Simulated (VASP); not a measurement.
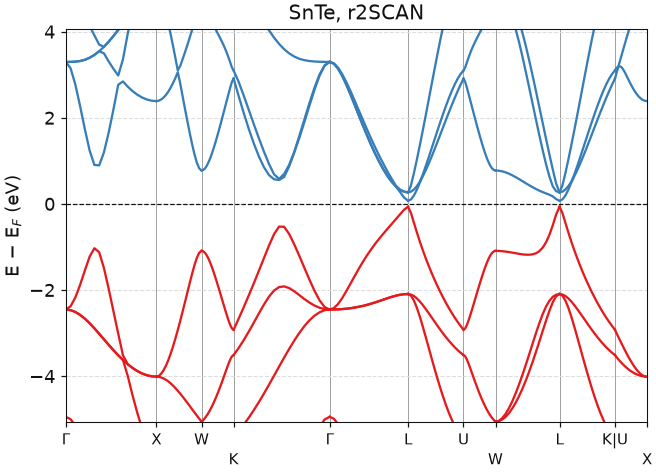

Band structure. Energies are counted from the Fermi level.

**Which Bravais lattice do the labels of the path belong to?**

A face-centred cubic lattice: the path Γ–X–W–K–Γ–L–U–W–L–K|U–X runs through the special points of its Brillouin zone.

System: rocksalt SnTe, space group Fm-3m (No. 225), 2 atoms in the primitive cell; cubic a = 6.374 Å.

VASP 6.6.1; r2SCAN, VASP PAW PBE potentials, release 64 (Sn_d, Te), no spin polarisation, no spin-orbit coupling, 8×8×8 k mesh, 520 eV cutoff.

**What does the band structure say about the gap?**

The bands leave a gap. The gap along this path is 0.14 eV and direct: both edges lie at L.

**How much do the top valence band and the lowest conduction band disperse along the path?**

The top valence band spans 3.9 eV and the lowest conduction band 3.2 eV.

**How many bands meet at the valence-band top?**

The top valence level at L is a single band, not degenerate (spin aside).

**What are the direct gaps at X, Γ and W?**

The direct gaps are 6.40 eV at X, 5.75 eV at Γ and 1.87 eV at W.

The PAW data sets were made with another functional. Spin-orbit coupling is left out, which matters for Te and Sn and can close so small a gap. LDA, GGA and most meta-GGA functionals understate gaps. The cell was derived from a database entry in an earlier step, so it needn't be the measured one.
